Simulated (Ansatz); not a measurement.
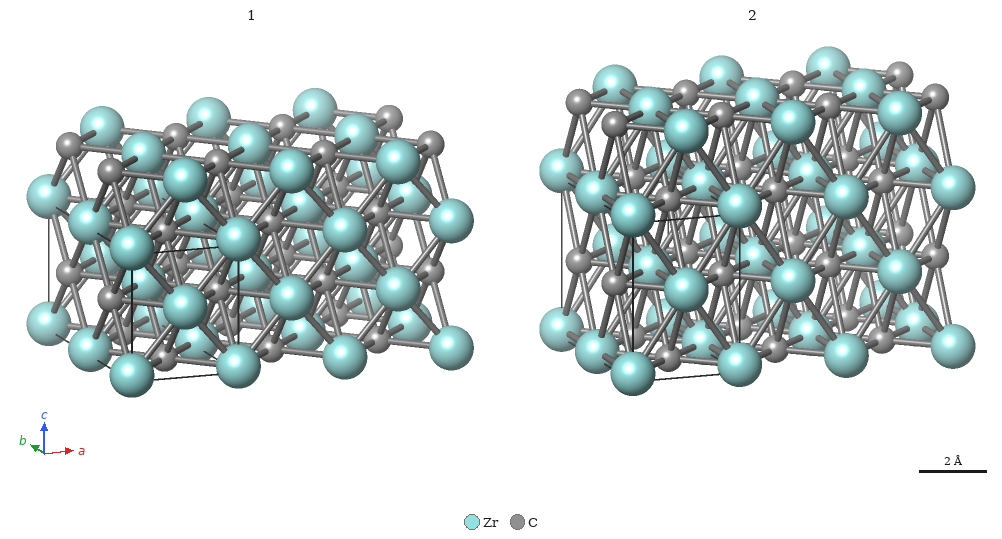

Two geometries of a crystal of ZrC (a generated structure, set up in Cmmm), drawn at one scale. One is the start of a relaxation, the other its converged end. A ball-and-stick model of the cell of the calculation, repeated 3 × 1 × 2 with one cell outlined, seen slightly off an axis.

Theory: Ansatz, DFT PBEsol, scalar-relativistic, plane waves, PAW. Settings: plane-wave cutoff 420 eV; k-point mesh 10 × 6 × 10; occupations gaussian; smearing width 0.1 eV; no spin polarisation; cell and atoms relaxed; force threshold 0.01 eV/Å; at most 60 steps.

**Which geometry has the lower energy?**

Structure 2 is the relaxed one. Case: Si → C, Ti → Zr on all its sites, cell and atoms relaxed. Over 9 accepted moves (11 points after the start) the energy falls by 5.967 eV per cell of the calculation. All forces vanish by symmetry, so only the cell relaxes. Pressure: 3.96 GPa at the start and −0.02 GPa at the end. At 2 points the geometry stayed and the basis and grid were re-selected for the new cell (energy shift of 0.117 eV per cell of the calculation at most each time). No atom moves by more than 0.005 Å relative to the cell. The drawn cell changes as follows: a 3.420 → 3.427 Å (+0.2 %), b 7.198 → 6.181 Å (−14.1 %), c 3.935 → 4.908 Å (+24.7 %); the volume changes by +7.3 %. Among the contacts that change: Zr–Zr 3.599 → 3.091 Å, Zr–Zr 2.607 → 2.993 Å, C–Zr 2.666 → 2.900 Å, C–Zr 2.483 → 2.307 Å. The space group stays Cmmm (No. 65). Cost: 3.6 min on 2 threads of Arm Neoverse V1 (shared host), peak memory 0.71 GiB.
